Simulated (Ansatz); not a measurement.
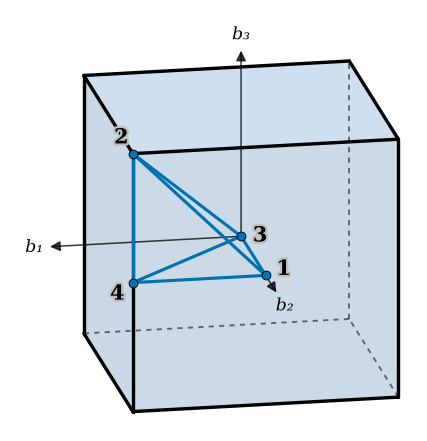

The first Brillouin zone of a simple cubic lattice (cP; extended symbol cP2) is drawn with its special points numbered. Crystal: Ti, the end point of a relaxation with DFT, BLYP, plane waves (420 eV) with PAW, scalar-relativistic (Ansatz 0.2.0); the starting structure was generated, so it need not be a known form of this composition. Geometry calculated from the standardised cell; symmetry tolerance 0.002 Å.

a = 5.234 Å, b = 5.234 Å, c = 5.234 Å, α = 90.00°, β = 90.00°, γ = 90.00°.

Labels and path follow the convention of Hinuma et al. (2017), as computed by seekpath; the arrows show the directions of the reciprocal primitive vectors b₁, b₂, b₃, in which coordinates are given.

Give the label and coordinates of each numbered point.

Answer.
| no. | label | coordinates |
| --- | --- | --- |
| 1 | X | (0, 1/2, 0) |
| 2 | R | (1/2, 1/2, 1/2) |
| 3 | Γ | (0, 0, 0) |
| 4 | M | (1/2, 1/2, 0) |
